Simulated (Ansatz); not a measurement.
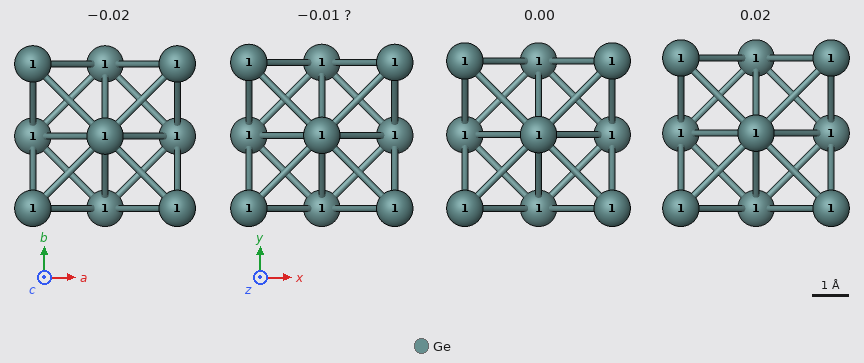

A crystal of Ge (Fm-3m): the cell is strained equally along x and y, with the atoms kept at their fractional coordinates. x, y and z are the Cartesian axes of the input. Style: ball-and-stick. Shown: the conventional cell (4 times the calculation's cell), repeated 1 × 1 × 2 with one cell outlined, along the c axis. Lengths and directions refer to the drawn axes.

The calculation used DFT PBE+D3(BJ), scalar-relativistic, plane waves, PAW in Ansatz 0.2.0. (plane-wave cutoff 420 eV; k-point mesh 20 × 20 × 20; occupations gaussian; smearing width 0.15 eV; no spin polarisation). Energies (free energies at the smearing named) are counted from the cell as listed in its source, which wasn't relaxed.

| strain | E − E(ref) (meV/atom) |
| --- | --- |
| −0.020 | 10.6 |
| −0.015 | 6.6 |
| −0.010 | ? |
| 0.000 | 0.0 |
| 0.005 | −0.6 |
| 0.015 | 0.5 |
| 0.020 | 2.1 |

### Fill in the missing row.

A straight line between the two neighbours gives 4.4 meV/atom. A cubic through the four nearest rows (−0.020, −0.015, 0.000, 0.005) gives, with Lagrange weights, (−0.3000)(10.6) + (1.0000)(6.6) + (0.5000)(0.0) + (−0.2000)(−0.6) = 3.5 meV/atom. The calculation gives 3.6 meV/atom, so the cubic is 0.1 meV/atom too low and the straight line 0.8 meV/atom too high, as the curve bends upwards here.

The whole profile:

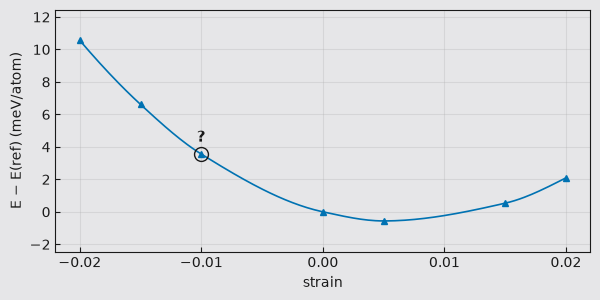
